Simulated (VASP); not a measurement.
## Geometry relaxation, with input and output: SiC (part 4 of 4)

The same run, continued: SiC (P6₃mc, 12 atoms in the cell); Kohn-Sham DFT of a periodic cell, vdW-DF2, VASP PAW PBE potentials, recommended, no spin polarisation (VASP 6.6.1); cutoff 600 eV, 10×10×2 k-mesh, fermi-dirac of 0.05 eV. The structure derives from an entry of the Crystallography Open Database.

Geometry of the input (Å; fractional positions):
```
3.0950  0.0000  0.0000
-1.5475  2.6803  0.0000
0.0000  0.0000  15.1700
Si 0.6667  0.3333  0.4583
Si 0.3333  0.6667  0.9583
Si 0.6667  0.3333  0.7917
Si 0.3333  0.6667  0.2917
Si 0.0000  0.0000  0.6250
Si 0.0000  0.0000  0.1250
C  0.6667  0.3333  0.3333
C  0.3333  0.6667  0.8333
C  0.6667  0.3333  0.6667
C  0.3333  0.6667  0.1667
C  0.0000  0.0000  0.5000
C  0.0000  0.0000  0.0000
```

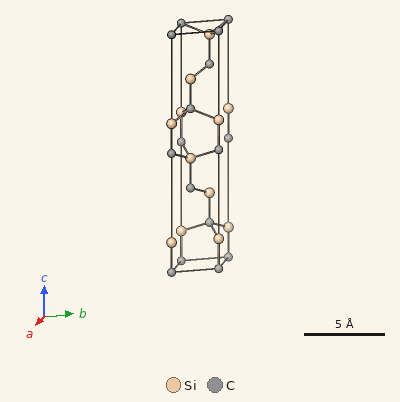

**Figure 1.** The geometry at step 5 of the log (ball-and-stick view of the cell of the calculation, seen slightly off an axis).

Trajectory as extended XYZ, continued:
```
12
Lattice="3.1261 0.0000 0.0000 -1.5630 2.7073 -0.0000 0.0000 0.0000 15.3479" Properties=species:S:1:pos:R:3:forces:R:3 step=3 energy=-69.74050
Si    1.5630    0.9024    7.0346    0.0000   0.0000  -0.0437
Si    0.0000    1.8048   14.7085    0.0000   0.0000  -0.0437
Si    1.5630    0.9024   12.1513    0.0000   0.0000   0.0215
Si    0.0000    1.8048    4.4774    0.0000   0.0000   0.0215
Si    0.0000    0.0000    9.5937    0.0000   0.0000   0.0006
Si    0.0000    0.0000    1.9198    0.0000   0.0000   0.0006
C     1.5630    0.9024    5.1152    0.0000   0.0000   0.0065
C     0.0000    1.8048   12.7892    0.0000   0.0000   0.0065
C     1.5630    0.9024   10.2339    0.0000   0.0000   0.0326
C     0.0000    1.8048    2.5600    0.0000   0.0000   0.0326
C     0.0000    0.0000    7.6703    0.0000   0.0000  -0.0176
C     0.0000    0.0000   15.3442    0.0000   0.0000  -0.0176
12
Lattice="3.1259 0.0000 0.0000 -1.5630 2.7071 -0.0000 0.0000 0.0000 15.3494" Properties=species:S:1:pos:R:3:forces:R:3 step=4 energy=-69.74068
Si    1.5630    0.9024    7.0334    0.0000   0.0000   0.0063
Si    0.0000    1.8048   14.7080    0.0000   0.0000   0.0063
Si    1.5630    0.9024   12.1534    0.0000   0.0000  -0.0012
Si    0.0000    1.8048    4.4787    0.0000   0.0000  -0.0012
Si    0.0000    0.0000    9.5947    0.0000   0.0000   0.0047
Si    1.5630    2.7071    1.9200    0.0000   0.0000   0.0047
C     1.5630    0.9024    5.1160    0.0000   0.0000  -0.0018
C     0.0000    1.8048   12.7907    0.0000   0.0000  -0.0018
C     1.5630    0.9024   10.2363    0.0000   0.0000   0.0104
C     0.0000    1.8048    2.5616    0.0000   0.0000   0.0104
C     3.1259    0.0000    7.6703    0.0000   0.0000  -0.0185
C    -1.5630    2.7071   15.3450    0.0000   0.0000  -0.0185
12
Lattice="3.1259 0.0000 0.0000 -1.5630 2.7071 -0.0000 0.0000 0.0000 15.3495" Properties=species:S:1:pos:R:3:forces:R:3 step=5 energy=-69.74069
Si    1.5630    0.9024    7.0332    0.0000   0.0000   0.0108
Si    0.0000    1.8047   14.7080    0.0000   0.0000   0.0108
Si    1.5630    0.9024   12.1536    0.0000   0.0000  -0.0031
Si    0.0000    1.8047    4.4789    0.0000   0.0000  -0.0031
Si    0.0000    0.0000    9.5948    0.0000   0.0000   0.0051
Si    0.0000    0.0000    1.9200    0.0000   0.0000   0.0051
C     1.5630    0.9024    5.1161    0.0000   0.0000  -0.0023
C     0.0000    1.8047   12.7909    0.0000   0.0000  -0.0023
C     1.5630    0.9024   10.2366    0.0000   0.0000   0.0086
C     0.0000    1.8047    2.5618    0.0000   0.0000   0.0086
C     0.0000    0.0000    7.6704    0.0000   0.0000  -0.0191
C     0.0000    0.0000   15.3451    0.0000   0.0000  -0.0191
12
Lattice="3.1266 0.0000 0.0000 -1.5633 2.7077 -0.0000 -0.0000 0.0000 15.3542" Properties=species:S:1:pos:R:3:forces:R:3 step=6 energy=-69.74070
Si    1.5633    0.9026    7.0356    0.0000   0.0000  -0.0089
Si    0.0000    1.8051   14.7128    0.0000   0.0000  -0.0089
Si    1.5633    0.9026   12.1573    0.0000   0.0000   0.0064
Si    0.0000    1.8051    4.4802    0.0000   0.0000   0.0064
Si    0.0000    0.0000    9.5979    0.0000   0.0000  -0.0006
Si    1.5633    2.7077    1.9208    0.0000   0.0000  -0.0006
C     1.5633    0.9026    5.1176    0.0000   0.0000  -0.0005
C     0.0000    1.8051   12.7947    0.0000   0.0000  -0.0005
C     1.5633    0.9026   10.2403    0.0000   0.0000  -0.0056
C     0.0000    1.8051    2.5631    0.0000   0.0000  -0.0056
C     0.0000    0.0000    7.6718    0.0000   0.0000   0.0093
C     3.1266    0.0000   15.3489    0.0000   0.0000   0.0093
12
Lattice="3.1263 0.0000 0.0000 -1.5632 2.7075 -0.0000 -0.0000 0.0000 15.3525" Properties=species:S:1:pos:R:3:forces:R:3 step=7 energy=-69.74072
Si    1.5632    0.9025    7.0347    0.0000   0.0000  -0.0008
Si    0.0000    1.8050   14.7110    0.0000   0.0000  -0.0008
Si    1.5632    0.9025   12.1559    0.0000   0.0000   0.0024
Si    0.0000    1.8050    4.4797    0.0000   0.0000   0.0024
Si    0.0000    0.0000    9.5967    0.0000   0.0000   0.0011
Si    0.0000    0.0000    1.9205    0.0000   0.0000   0.0011
C     1.5632    0.9025    5.1170    0.0000   0.0000  -0.0011
C     0.0000    1.8050   12.7933    0.0000   0.0000  -0.0011
C     1.5632    0.9025   10.2389    0.0000   0.0000  -0.0009
C     0.0000    1.8050    2.5626    0.0000   0.0000  -0.0009
C     0.0000    0.0000    7.6712    0.0000   0.0000  -0.0006
C     0.0000    0.0000   15.3475    0.0000   0.0000  -0.0006
```

Results in brief:

- outcome: converged
- space group (tolerance 0.01 Å): P6₃mc (186)
- electrons treated: 48
- free energy: −69.7407 eV
- Fermi energy: 8.724 eV
- gap on the k-point mesh: 2.54 eV
- pressure: 0.00 GPa
- final volume: 129.95 Å³
- largest force (length of the vector) at the end: 0.002 eV/Å
- final cell: a = 3.126 Å, b = 3.126 Å, c = 15.352 Å, α = 90.00°, β = 90.00°, γ = 120.00°
- wall time: 14 min
- peak memory: 0.84 GiB
